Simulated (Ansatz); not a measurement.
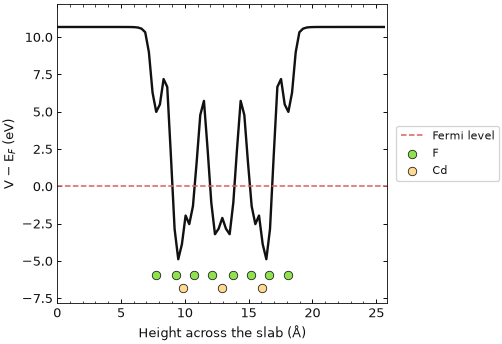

Write a caption with the findings.

Plane-averaged electrostatic potential energy of an electron across the slab; circles at the bottom mark the heights of the atoms (positions after relaxation). System: a (111) slab cut from CdF₂ (Fm-3m), of composition Cd₃F₈ (not the bulk's), ended by F planes, 11 atoms in the cell. Computed with Ansatz: DFT PBEsol, scalar-relativistic, plane waves, PAW, no spin polarisation, 9×9×1 k mesh, Gaussian smearing of 0.05 eV.

The work function is 10.68 eV, the same on both faces. The two vacuum levels agree, so the slab has no net dipole along its normal. The outermost atoms are 10.4 Å apart, which leaves 15.5 Å of vacuum in a cell 25.9 Å high.
